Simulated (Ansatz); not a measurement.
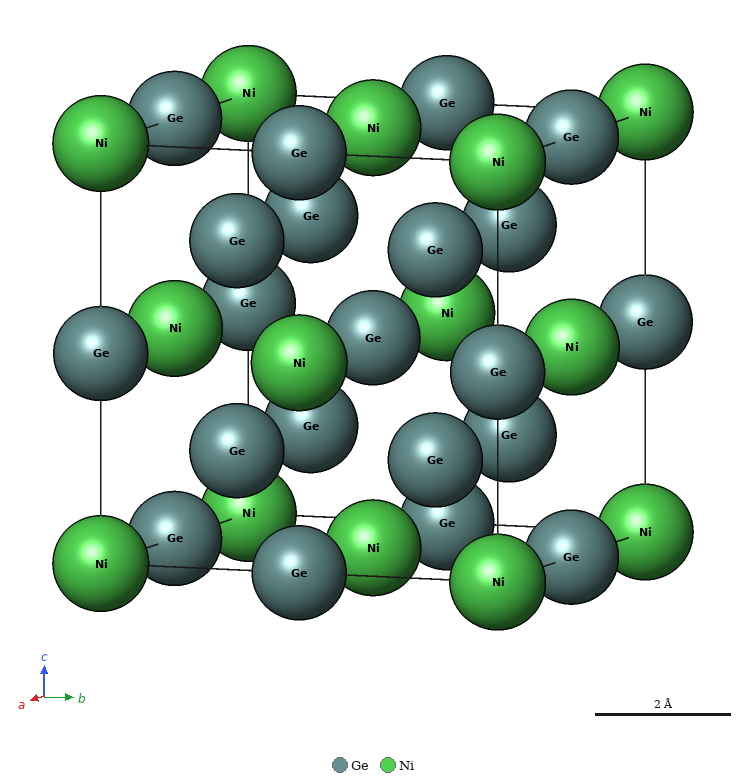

**Figure 1.** The input geometry (spheres-only view of the cell 4 times as large as that of the calculation, set on its symmetry axes, seen slightly off an axis). An atom can appear more than once, as a periodic image.

# Geometry relaxation, with input and output: NiGe3 (part 1 of 2)

- system: NiGe3 (Fm-3m, 4 atoms in the cell)
- method: DFT PBEsol, scalar-relativistic, plane waves, PAW, no spin polarisation (Ansatz 0.2.0)

The structure was built on a prototype by a generator; it need not be a known phase.

The program's output
```
Engine: ansatz 0.2.0, aarch64-unknown-linux-gnu
Pseudopotentials: kind: paw
Pseudopotential: Ge, paw, valence charge 14, recommended cutoff 420 eV (normal), Ge.paw.azcp
Pseudopotential: Ni, paw, valence charge 18, recommended cutoff 420 eV (normal), Ni.paw.azcp
Functional definition: PBEsol
  exchange = pbesol_x
  correlation = pbesol_c
Crystal: 4 atoms, lattice volume = 62.376 Å³
Basis set: ecut = 420 eV, 1243 PW (Γ), exchange–correlation on 60×60×60 points (8 copies of the dense FFT grid, shifted against one another)
Bands: 36, of which v1, the nominal top of the filled ones, is band 30 counted from 1 (29 counted from 0)
Symmetry: 48 space group operations
Space group: Fm-3m (ITA 225), of the structure as read, at distance tolerance 4.0e-5 Å
k-points: 72 of 1728
Non-local potential: Ge, projectors of the file, l = 0: 2, l = 1: 2, l = 2: 3, l = 3: 1
Non-local potential: Ni, projectors of the file, l = 0: 3, l = 1: 2, l = 2: 3, l = 3: 1
PAW form: soft (Blöchl's): semilocal exchange-correlation on the pseudo side does not see the compensation charge
PAW frozen core: Ge, regenerated for the run's functional, and the local potential with it (the file was generated under x = pbe(κ = 0.804, μ = 0.2195149727645171), c = pbe(β = 0.06672455060314922))
PAW frozen core: Ni, regenerated for the run's functional, and the local potential with it (the file was generated under x = pbe(κ = 0.804, μ = 0.2195149727645171), c = pbe(β = 0.06672455060314922))
PAW one-centre angular grid: Ge, 590 points (default); XC on 64 Gauss nodes
PAW one-centre angular grid: Ni, 590 points (default); XC on 64 Gauss nodes
Initial density: superposition of atomic densities (neutral atoms: chi_scale 0, normalization atom), corrected by the library's trained network
Initial wavefunctions: pseudopotential atomic-orbital guess
Functional: x = pbesol(κ = 0.804, μ = 0.12345679012345678), c = pbesol(β = 0.046)
SCF iter   1: F=—  HF=-18564.476237 eV  |F-HF|=—  |Δ(HF+E_count)|=         —  Δρ=9.45e-3  dr2=2.97e-2  ethr=1.77e-3  ⟨swp⟩=4.9  Hψ=8585  notcnv=0
preconditioner: auto → Kerker (q_TF=auto, 2.711 Å⁻¹)  [metal: Δε(μ)=0.004 eV  Ē_g=19.261 eV  σ=0.100 eV  W_gap=0.02  n_scr=14 (ndim 8)  ℏωp=33.9 eV  f_vac=0.000  D(μ)=2.62/eV (n_scr^D=14)]
SCF iter   2: F=—  HF=-18564.472602 eV  |F-HF|=—  |Δ(HF+E_count)|=   3.64e-3  Δρ=2.87e-3  dr2=2.79e-3  ethr=4.95e-5  ⟨swp⟩=2.6  Hψ=4582  notcnv=0
SCF iter   3: F=—  HF=-18564.472297 eV  |F-HF|=—  |Δ(HF+E_count)|=   3.05e-4  Δρ=7.78e-4  dr2=3.61e-4  ethr=4.65e-6  ⟨swp⟩=2.0  Hψ=2941  notcnv=0
SCF iter   4: F=—  HF=-18564.472217 eV  |F-HF|=—  |Δ(HF+E_count)|=   7.98e-5  Δρ=2.30e-4  dr2=5.90e-5  ethr=6.02e-7  ⟨swp⟩=2.6  Hψ=4348  notcnv=0  defer=2
SCF iter   5: F=—  HF=-18564.472197 eV  |F-HF|=—  |Δ(HF+E_count)|=   2.01e-5  Δρ=1.42e-4  dr2=1.71e-5  ethr=9.83e-8  ⟨swp⟩=2.0  Hψ=4281  notcnv=0  defer=2
SCF iter   6: F=—  HF=-18564.472194 eV  |F-HF|=—  |Δ(HF+E_count)|=   2.79e-6  Δρ=1.64e-5  dr2=2.48e-7  ethr=2.85e-8  ⟨swp⟩=2.0  Hψ=2985  notcnv=0  defer=2
SCF iter   7: F=-18564.472194 eV  HF=-18564.472194 eV  |F-HF|=9.82e-9  |Δ(HF+E_count)|=   1.67e-7  Δρ=6.90e-6  dr2=1.34e-8  ethr=1.67e-10  ⟨swp⟩=6.9  Hψ=11202  notcnv=0
SCF 1 converged in 7 iterations: F = -18564.472194 eV  dr2 = 1.34e-8
  greatest PAW one-centre occupation: 1.001 electrons in one spin orbital (limit 2), on the Ni atom at site 3 (counted from 0), in its partial waves of l = 1
relax step   1: F+E_penalty+E_count = -18564.47219440 eV  Δ(F+E_penalty+E_count) = +0.000e0 eV  max|allowed force component| = 1.388e-17 eV/Å  Δτ_max = 0.0000 Å  P = +0.508 GPa  Ω = 62.376 Å³  (7 SCF iters, dr2 threshold 1.00e-7 eV, accepted)
Crystal: 4 atoms, lattice volume = 62.759 Å³
Initial density: handed on by an earlier stage of this run
Initial wavefunctions: those handed on with the density
iter 1 solved again at ethr=7.68e-7 eV; its pass at ethr=3.10e-3 eV (dr2=4.61e-4 eV) is discarded
SCF iter   1: F=—  HF=-18564.472618 eV  |F-HF|=—  |Δ(HF+E_count)|=         —  Δρ=7.27e-4  dr2=4.26e-4  ethr=7.68e-7  ⟨swp⟩=2.0  Hψ=11168  notcnv=0
preconditioner: auto → Kerker (q_TF=auto, 2.708 Å⁻¹)  [metal: Δε(μ)=0.003 eV  Ē_g=19.277 eV  σ=0.100 eV  W_gap=0.02  n_scr=14 (ndim 8)  ℏωp=33.8 eV  f_vac=0.000  D(μ)=2.54/eV (n_scr^D=14)]
SCF iter   2: F=—  HF=-18564.472596 eV  |F-HF|=—  |Δ(HF+E_count)|=   2.19e-5  Δρ=3.39e-4  dr2=1.23e-4  ethr=7.10e-7  ⟨swp⟩=1.0  Hψ=2592  notcnv=0
SCF iter   3: F=—  HF=-18564.472583 eV  |F-HF|=—  |Δ(HF+E_count)|=   1.21e-5  Δρ=8.42e-5  dr2=8.32e-6  ethr=2.05e-7  ⟨swp⟩=1.1  Hψ=2602  notcnv=0
iter 4 did not close the SCF: its close was put off for the readings that it lacked (scf_convergence_deferred on its scf_iter line)
SCF iter   4: F=-18564.472582 eV  HF=-18564.472583 eV  |F-HF|=3.08e-7  |Δ(HF+E_count)|=   8.61e-7  Δρ=2.30e-5  dr2=2.65e-7  ethr=1.39e-8  ⟨swp⟩=3.0  Hψ=4720  notcnv=0
iter 5 did not close the SCF: its close was put off for the readings that it lacked (scf_convergence_deferred on its scf_iter line)
SCF iter   5: F=-18564.472582 eV  HF=-18564.472583 eV  |F-HF|=7.98e-8  |Δ(HF+E_count)|=   8.48e-8  Δρ=1.16e-5  dr2=5.93e-8  ethr=4.42e-10  ⟨swp⟩=2.1  Hψ=4015  notcnv=0
SCF iter   6: F=-18564.472583 eV  HF=-18564.472583 eV  |F-HF|=1.36e-9  |Δ(HF+E_count)|=   1.87e-8  Δρ=2.71e-6  dr2=4.90e-9  ethr=9.88e-11  ⟨swp⟩=2.0  Hψ=8778  notcnv=0
SCF 2 converged in 6 iterations: F = -18564.472583 eV  dr2 = 4.90e-9
relax step   2: F+E_penalty+E_count = -18564.47258253 eV  Δ(F+E_penalty+E_count) = -3.881e-4 eV  max|allowed force component| = 2.220e-16 eV/Å  Δτ_max = 0.0000 Å  P = -0.106 GPa  Ω = 62.759 Å³  energy of the carried Pulay correction = -8.884e-5 eV  (6 SCF iters, dr2 threshold 4.00e-7 eV, accepted)
Crystal: 4 atoms, lattice volume = 62.692 Å³
iter 1 solved again at ethr=2.07e-8 eV; its pass at ethr=3.10e-3 eV (dr2=1.24e-5 eV) is discarded
SCF iter   1: F=—  HF=-18564.472618 eV  |F-HF|=—  |Δ(HF+E_count)|=         —  Δρ=1.23e-4  dr2=1.23e-5  ethr=2.07e-8  ⟨swp⟩=2.0  Hψ=10999  notcnv=0
preconditioner: auto → Kerker (q_TF=auto, 2.708 Å⁻¹)  [metal: Δε(μ)=0.005 eV  Ē_g=19.277 eV  σ=0.100 eV  W_gap=0.03  n_scr=14 (ndim 8)  ℏωp=33.8 eV  f_vac=0.000  D(μ)=2.53/eV (n_scr^D=14)]
SCF iter   2: F=—  HF=-18564.472620 eV  |F-HF|=—  |Δ(HF+E_count)|=   2.10e-6  Δρ=5.60e-5  dr2=3.40e-6  ethr=2.04e-8  ⟨swp⟩=1.0  Hψ=2592  notcnv=0
SCF iter   3: F=—  HF=-18564.472620 eV  |F-HF|=—  |Δ(HF+E_count)|=   4.00e-7  Δρ=1.42e-5  dr2=2.38e-7  ethr=5.67e-9  ⟨swp⟩=1.1  Hψ=2601  notcnv=0
iter 4 did not close the SCF: its close was put off for the readings that it lacked (scf_convergence_deferred on its scf_iter line)
SCF iter   4: F=-18564.472620 eV  HF=-18564.472620 eV  |F-HF|=9.14e-9  |Δ(HF+E_count)|=   2.51e-8  Δρ=3.80e-6  dr2=7.53e-9  ethr=3.96e-10  ⟨swp⟩=2.0  Hψ=4257  notcnv=0
iter 5 did not close the SCF: its close was put off for the readings that it lacked (scf_convergence_deferred on its scf_iter line)
SCF iter   5: F=-18564.472620 eV  HF=-18564.472620 eV  |F-HF|=2.02e-9  |Δ(HF+E_count)|=   2.33e-9  Δρ=1.85e-6  dr2=1.56e-9  ethr=1.25e-11  ⟨swp⟩=2.0  Hψ=4179  notcnv=0
SCF iter   6: F=-18564.472620 eV  HF=-18564.472620 eV  |F-HF|=3.64e-11  |Δ(HF+E_count)|=  4.40e-10  Δρ=4.47e-7  dr2=1.29e-10  ethr=2.59e-12  ⟨swp⟩=1.7  Hψ=7581  notcnv=0
SCF 3 converged in 6 iterations: F = -18564.472620 eV  dr2 = 1.29e-10
relax step   3: F+E_penalty+E_count = -18564.47261993 eV  Δ(F+E_penalty+E_count) = -3.740e-5 eV  max|allowed force component| = 8.558e-17 eV/Å  Δτ_max = 0.0000 Å  P = -0.001 GPa  Ω = 62.692 Å³  energy of the carried Pulay correction = -7.350e-5 eV  (6 SCF iters, dr2 threshold 2.79e-8 eV, accepted)
Initial wavefunctions: pseudopotential atomic-orbital guess (no wavefunctions were taken with the density)
iter 1 solved again at ethr=1.77e-8 eV; its pass at ethr=3.10e-3 eV (dr2=1.06e-5 eV) is discarded
SCF iter   1: F=—  HF=-18564.472690 eV  |F-HF|=—  |Δ(HF+E_count)|=         —  Δρ=1.69e-4  dr2=3.69e-7  ethr=1.77e-8  ⟨swp⟩=3.0  Hψ=16161  notcnv=0
preconditioner: auto → Kerker (q_TF=auto, 2.708 Å⁻¹)  [metal: Δε(μ)=0.005 eV  Ē_g=19.278 eV  σ=0.100 eV  W_gap=0.03  n_scr=14 (ndim 8)  ℏωp=33.8 eV  f_vac=0.000  D(μ)=2.53/eV (n_scr^D=14)]
SCF iter   2: F=—  HF=-18564.472698 eV  |F-HF|=—  |Δ(HF+E_count)|=   8.21e-6  Δρ=8.58e-5  dr2=9.97e-8  ethr=6.16e-10  ⟨swp⟩=1.0  Hψ=2592  notcnv=0
SCF iter   3: F=—  HF=-18564.472699 eV  |F-HF|=—  |Δ(HF+E_count)|=   1.42e-6  Δρ=3.58e-6  dr2=5.23e-10  ethr=1.66e-10  ⟨swp⟩=1.0  Hψ=2592  notcnv=0
SCF iter   4: F=—  HF=-18564.472699 eV  |F-HF|=—  |Δ(HF+E_count)|=  5.82e-11  Δρ=4.86e-7  dr2=8.58e-11  ethr=1.00e-12  ⟨swp⟩=2.0  Hψ=4598  notcnv=0
iter 5 did not close the SCF: its close was put off for the readings that it lacked (scf_convergence_deferred on its scf_iter line)
SCF iter   5: F=-18564.472699 eV  HF=-18564.472699 eV  |F-HF|=1.82e-11  |Δ(HF+E_count)|=  1.09e-11  Δρ=2.49e-7  dr2=3.08e-11  ethr=1.00e-12  ⟨swp⟩=1.0  Hψ=2592  notcnv=0
iter 6 did not close the SCF: its close was put off for the readings that it lacked (scf_convergence_deferred on its scf_iter line)
SCF iter   6: F=-18564.472699 eV  HF=-18564.472699 eV  |F-HF|=3.64e-12  |Δ(HF+E_count)|=  1.09e-11  Δρ=1.84e-8  dr2=1.44e-13  ethr=1.00e-12  ⟨swp⟩=1.0  Hψ=2592  notcnv=0
iter 7 did not close the SCF: its close was put off for the readings that it lacked (scf_convergence_deferred on its scf_iter line)
SCF iter   7: F=-18564.472699 eV  HF=-18564.472699 eV  |F-HF|=0.00e0  |Δ(HF+E_count)|=  3.64e-12  Δρ=1.79e-8  dr2=1.82e-13  ethr=1.00e-12  ⟨swp⟩=1.0  Hψ=2592  notcnv=0
iter 8 did not close the SCF: its close was put off for the readings that it lacked (scf_convergence_deferred on its scf_iter line)
SCF iter   8: F=-18564.472699 eV  HF=-18564.472699 eV  |F-HF|=3.64e-12  |Δ(HF+E_count)|=  3.64e-12  Δρ=9.83e-9  dr2=4.81e-14  ethr=1.00e-12  ⟨swp⟩=1.0  Hψ=2592  notcnv=0
SCF iter   9: F=-18564.472699 eV  HF=-18564.472699 eV  |F-HF|=7.28e-12  |Δ(HF+E_count)|=  3.64e-12  Δρ=1.88e-9  dr2=2.79e-15  ethr=1.00e-12  ⟨swp⟩=1.0  Hψ=5474  notcnv=0
SCF 4 converged in 9 iterations: F = -18564.472699 eV  dr2 = 2.79e-15
relax step   4: F+E_penalty+E_count = -18564.47269932 eV  Δ(F+E_penalty+E_count) = -7.938e-5 eV  max|allowed force component| = 7.401e-17 eV/Å  Δτ_max = 0.0000 Å  P = -0.002 GPa  Ω = 62.692 Å³  stress off target by 2.04e-3 GPa  SCF on the basis re-selected at this cell (its energy is not comparable with the rows above)  (9 SCF iters)
```

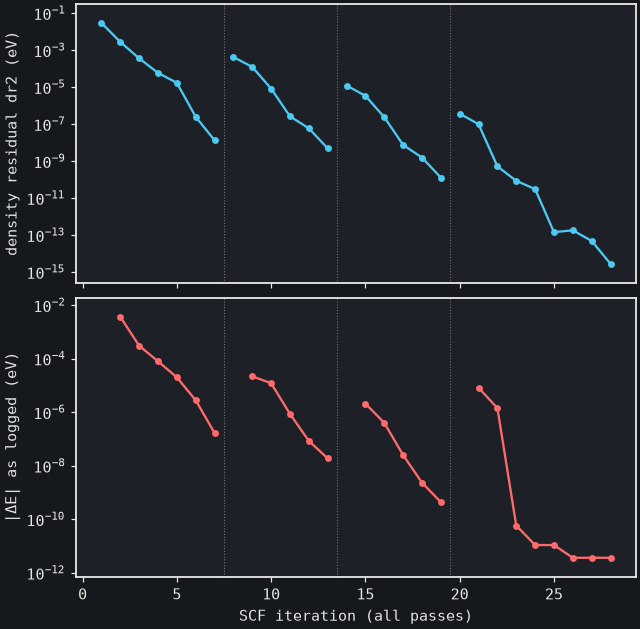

**Figure 2.** Convergence of the self-consistent field: density residual dr2 and size of the energy change against the SCF iteration. The dotted lines part the SCF passes of the relaxation: geometry steps, rejected trials and re-solves on a re-selected basis. The passes take 7, 6, 6 and 9 iterations.
